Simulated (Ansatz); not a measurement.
# Ti16O31 (charge +1): single-point calculation (part 3 of 3)

Continued. System: Ti16O31 (defect cell, 47 atoms in the cell, total charge +1). Method: DFT PBE, scalar-relativistic, plane waves, PAW, spin-polarised (Ansatz 0.2.0); cutoff 420 eV, 2×2×1 k-mesh, Gaussian smearing of 0.05 eV, collinear spins. The structure derives from a Materials Project entry.

### Output, continued
```
  k-point 2 ↑: bands = ["-50.3522", "-50.2596", "-50.2156", "-50.0993", "-50.0698", "-50.0678", "-50.0564", "-50.0408", "-50.0224", "-50.0078", "-50.0026", "-49.9791", "-49.9643", "-49.9456", "-49.8934", "-49.8533", "-26.6852", "-26.6279", "-26.6275", "-26.6158", "-26.5568", "-26.5511", "-26.5086", "-26.5002", "-26.4798", "-26.4697", "-26.4332", "-26.4252", "-26.4141", "-26.3964", "-26.3885", "-26.3846", "-26.3789", "-26.3743", "-26.3601", "-26.3557", "-26.3408", "-26.3371", "-26.3266", "-26.3184",
      "-26.3120", "-26.2968", "-26.2931", "-26.2867", "-26.2801", "-26.2696", "-26.2661", "-26.2644", "-26.2498", "-26.2419", "-26.2358", "-26.2322", "-26.2246", "-26.2156", "-26.2069", "-26.2040", "-26.1983", "-26.1917", "-26.1758", "-26.1723", "-26.1543", "-26.1333", "-26.1006", "-26.0819", "-11.0907", "-10.9794", "-10.8852", "-10.6956", "-10.6168", "-10.4765", "-10.4042", "-10.3586", "-10.3413", "-10.2045", "-10.1663", "-10.1535", "-10.1337", "-10.0893", "-10.0414", "-10.0140",
      "-9.9944", "-9.9615", "-9.9198", "-9.9065", "-9.8508", "-9.8335", "-9.8070", "-9.7544", "-9.7391", "-9.6933", "-9.6539", "-9.6466", "-9.6142", "-9.5808", "-9.5541", "1.5623", "1.6776", "1.6839", "1.7288", "1.8674", "1.8914", "1.9616", "1.9784", "2.0865", "2.1520", "2.1809", "2.2360", "2.2651", "2.2731", "2.2878", "2.3005", "2.3194", "2.3701", "2.5108", "2.5271", "2.5653", "2.6436", "2.6525", "2.6826", "2.7275",
      "2.7929", "2.8838", "2.9181", "2.9237", "3.0095", "3.0502", "3.0961", "3.1137", "3.1860", "3.2057", "3.2390", "3.3575", "3.4141", "3.4525", "3.4758", "3.5052", "3.5747", "3.6380", "3.6866", "3.7797", "3.8181", "3.8459", "3.9068", "3.9177", "3.9332", "4.0053", "4.0340", "4.1394", "4.1509", "4.1718", "4.2199", "4.2701", "4.3308", "4.3995", "4.4350", "4.5041", "4.5535", "4.5927", "4.6098", "4.6313",
      "4.6733", "4.7502", "4.7627", "4.8255", "4.8493", "4.9333", "4.9447", "5.0153", "5.0975", "5.1416", "5.1707", "5.2024", "5.3111", "5.3342", "5.3954", "5.4475", "5.4762", "5.5245", "5.6300", "5.6575", "5.6990", "5.7462", "5.8058", "5.8317", "5.8696", "5.8907", "5.9982", "6.0363", "7.7072", "8.8777", "8.9710", "9.0640", "9.0992", "9.1027", "9.1575", "9.2130", "9.2648", "9.2826", "9.3051", "9.3164",
      "9.3442", "9.3714", "9.4038", "9.4699", "9.4903", "9.5287", "9.5421", "9.5614", "9.5731", "9.5922", "9.6924", "9.7477", "9.7764", "9.8174", "10.0093", "10.0614", "10.0720", "10.1031", "10.1123", "10.1545", "10.2078", "10.2242", "10.2856", "10.3497", "10.3986", "10.4347", "10.4471", "10.4855", "10.5124", "10.5238", "10.5681", "10.5961", "10.6379", "10.7130", "10.7495", "10.7946"]
  k-point 3 ↓: bands = ["-50.1592", "-50.1172", "-50.0980", "-50.0657", "-50.0651", "-50.0533", "-50.0482", "-50.0368", "-50.0160", "-49.9985", "-49.9961", "-49.9785", "-49.9617", "-49.9440", "-49.8921", "-49.8530", "-26.5148", "-26.5056", "-26.4864", "-26.4795", "-26.4657", "-26.4452", "-26.4407", "-26.4277", "-26.4219", "-26.4109", "-26.4015", "-26.3999", "-26.3841", "-26.3759", "-26.3722", "-26.3641", "-26.3512", "-26.3485", "-26.3407", "-26.3322", "-26.3260", "-26.3149", "-26.3119", "-26.3012",
      "-26.2911", "-26.2839", "-26.2776", "-26.2735", "-26.2641", "-26.2599", "-26.2551", "-26.2369", "-26.2355", "-26.2285", "-26.2257", "-26.2228", "-26.2084", "-26.2018", "-26.2002", "-26.1908", "-26.1864", "-26.1740", "-26.1693", "-26.1530", "-26.1339", "-26.1268", "-26.0999", "-26.0826", "-11.0078", "-10.9555", "-10.8579", "-10.8188", "-10.5710", "-10.4206", "-10.4051", "-10.3777", "-10.3555", "-10.2154", "-10.1913", "-10.1643", "-10.1513", "-10.1176", "-10.0316", "-10.0078",
      "-10.0067", "-9.9665", "-9.9083", "-9.9023", "-9.8361", "-9.8283", "-9.7976", "-9.7520", "-9.7279", "-9.6786", "-9.6746", "-9.6369", "-9.5958", "-9.5593", "-9.5396", "1.5619", "1.6830", "1.6985", "1.7146", "1.8983", "1.9398", "1.9929", "2.0304", "2.0902", "2.1530", "2.1776", "2.2029", "2.2102", "2.2821", "2.3148", "2.3229", "2.3656", "2.3954", "2.4248", "2.4963", "2.6268", "2.6571", "2.6798", "2.7228", "2.7811",
      "2.8481", "2.8613", "2.9380", "2.9806", "3.0449", "3.1030", "3.1133", "3.1325", "3.1530", "3.1866", "3.2342", "3.2657", "3.3358", "3.3972", "3.4858", "3.6380", "3.6702", "3.7120", "3.7339", "3.7528", "3.7907", "3.8533", "3.8974", "3.9107", "3.9198", "3.9436", "3.9883", "4.0475", "4.1321", "4.1581", "4.1944", "4.3016", "4.3427", "4.3594", "4.4741", "4.4780", "4.5249", "4.5786", "4.6723", "4.6900",
      "4.7665", "4.8119", "4.8457", "4.8949", "4.9208", "4.9754", "4.9938", "5.0556", "5.0730", "5.1717", "5.2098", "5.2543", "5.3329", "5.3947", "5.4265", "5.4672", "5.5115", "5.5526", "5.5810", "5.6143", "5.6687", "5.6954", "5.7157", "5.7712", "5.8217", "5.8957", "5.8965", "5.9526", "8.6171", "8.9771", "9.0712", "9.1087", "9.1390", "9.1885", "9.2166", "9.2835", "9.3092", "9.3319", "9.3483", "9.3848",
      "9.3973", "9.4350", "9.4434", "9.4748", "9.4853", "9.5450", "9.5657", "9.5819", "9.6187", "9.6259", "9.7178", "9.7677", "9.7800", "9.8172", "10.0485", "10.1126", "10.1228", "10.1653", "10.2106", "10.2318", "10.2441", "10.2824", "10.3156", "10.3838", "10.4203", "10.4449", "10.4973", "10.5091", "10.5336", "10.5487", "10.5713", "10.6053", "10.6630", "10.6986", "10.7317", "10.7338"]
--- Löwdin populations: 47 sites ---
  site symbol       q [e]    m [muB]
     0     Ti     10.6312     0.0067
     1     Ti     10.6374     0.0004
     2     Ti     10.6421     0.0015
     3     Ti     10.6364     0.0033
     4     Ti     10.6925     0.1703
     5     Ti     10.6167     0.0007
     6     Ti     10.6206     0.0046
     7     Ti     10.6107     0.0039
     8     Ti     10.7156     0.1953
     9     Ti     10.6444     0.0007
    10     Ti     10.6417     0.0120
    11     Ti     10.6381     0.0036
    12     Ti     10.7360     0.4718
    13     Ti     10.6214     0.0029
    14     Ti     10.6245     0.0016
    15     Ti     10.6226     0.0039
    16      O      6.6219     0.0010
    17      O      6.6377     0.0001
    18      O      6.6186     0.0003
    19      O      6.6422     0.0032
    20      O      6.6486    -0.0000
    21      O      6.6533     0.0023
    22      O      6.6520     0.0001
    23      O      6.5455    -0.0065
    24      O      6.5207     0.0004
    25      O      6.5228     0.0250
    26      O      6.5279     0.0008
    27      O      6.6411     0.0002
    28      O      6.6362     0.0002
    29      O      6.6340    -0.0002
    30      O      6.6313    -0.0005
    31      O      6.6797     0.0275
    32      O      6.7027    -0.0007
    33      O      6.6884     0.0001
    34      O      6.7011    -0.0009
    35      O      6.5318     0.0004
    36      O      6.5292    -0.0003
    37      O      6.5287    -0.0000
    38      O      6.5442    -0.0080
    39      O      6.7102     0.0015
    40      O      6.7006     0.0006
    41      O      6.6871     0.0001
    42      O      6.6973    -0.0004
    43      O      6.6122     0.0226
    44      O      6.6361     0.0005
    45      O      6.6444    -0.0079
    46      O      6.6476    -0.0084
  spilling = 0.003431 (of n_electrons = 377.000000)
--- Bader charges: 47 sites ---
  site symbol  charge [e]  shift [e]    m [muB]
     0     Ti      2.2633     0.0052     0.0061
     1     Ti      2.2629     0.0055     0.0003
     2     Ti      2.2551     0.0055     0.0015
     3     Ti      2.2525     0.0056     0.0036
     4     Ti      2.1395     0.0042     0.1598
     5     Ti      2.2810     0.0043     0.0004
     6     Ti      2.2773     0.0044     0.0045
     7     Ti      2.2757     0.0043     0.0037
     8     Ti      2.1165     0.0050     0.1683
     9     Ti      2.2585     0.0058     0.0012
    10     Ti      2.2552     0.0057     0.0103
    11     Ti      2.2579     0.0056     0.0022
    12     Ti      1.9886     0.0030     0.4672
    13     Ti      2.2733     0.0046     0.0019
    14     Ti      2.2779     0.0043     0.0009
    15     Ti      2.2761     0.0046     0.0028
    16      O     -1.1221     0.0025     0.0013
    17      O     -1.1376     0.0023     0.0016
    18      O     -1.1159     0.0026     0.0007
    19      O     -1.1254     0.0018     0.0034
    20      O     -1.1304     0.0017     0.0000
    21      O     -1.1427     0.0018     0.0116
    22      O     -1.1423     0.0019     0.0084
    23      O     -1.0340     0.0043     0.0044
    24      O     -1.0082     0.0048     0.0003
    25      O     -1.0008     0.0047     0.0141
    26      O     -1.0131     0.0046     0.0010
    27      O     -1.1804     0.0022     0.0447
    28      O     -1.1299     0.0023     0.0002
    29      O     -1.1289     0.0023    -0.0003
    30      O     -1.1276     0.0023    -0.0003
    31      O     -1.1850     0.0011     0.0226
    32      O     -1.2037     0.0013     0.0051
    33      O     -1.1910     0.0013    -0.0001
    34      O     -1.2010     0.0013     0.0055
    35      O     -1.0154     0.0044     0.0007
    36      O     -1.0148     0.0046    -0.0001
    37      O     -1.0134     0.0045     0.0001
    38      O     -1.0273     0.0044     0.0005
    39      O     -1.2365     0.0008     0.0231
    40      O     -1.1977     0.0012     0.0008
    41      O     -1.1891     0.0014     0.0003
    42      O     -1.1946     0.0013    -0.0001
    43      O     -1.1054     0.0020     0.0160
    44      O     -1.1254     0.0020     0.0005
    45      O     -1.1352     0.0019    -0.0002
    46      O     -1.1363     0.0019    -0.0006
  estimated error of the sums over rays = 6.0e-4 e
```

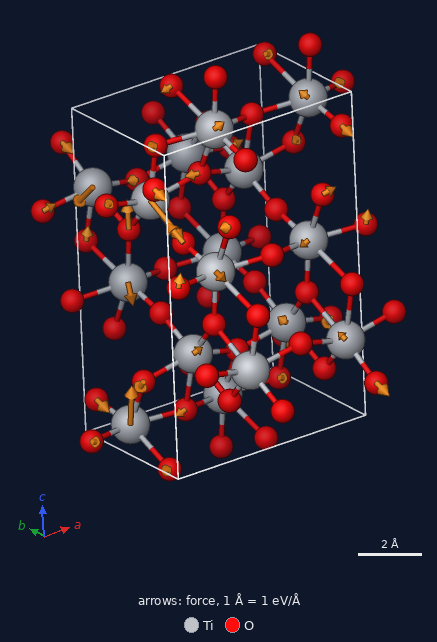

Forces on the atoms as orange arrows (ball-and-stick view of the cell of the calculation, seen slightly off an axis; bonded neighbours outside the cell are drawn too); the smallest are left out. The largest act on Ti5 (1.82 eV/Å); Ti9 (1.50 eV/Å); Ti13 (1.39 eV/Å); O28 (1.03 eV/Å), among others. Atoms are counted from 1 in the order of the input and aren't labelled in the picture. The geometry is not a stationary point of this energy.

### Key numbers

| quantity | value |
| --- | --- |
| outcome | converged |
| electrons treated | 377 |
| free energy | −57658.3677 eV |
| Fermi energy | 8.172 eV |
| gap on the k-point mesh | 0.89 eV |
| net moment of the cell | 1.00 μB |
| integrated absolute moment | 1.09 μB |
| largest force (length of the vector) | 1.822 eV/Å |
| wall time | 6.5 min (CPU time 25 min) |
| peak memory | 3.2 GiB |

### Notes

The program warns: the state was not tested for a lower one. The cell is charged and computed with a neutralising background, so its energy and pressure depend on the cell and aren't those of a real crystal.
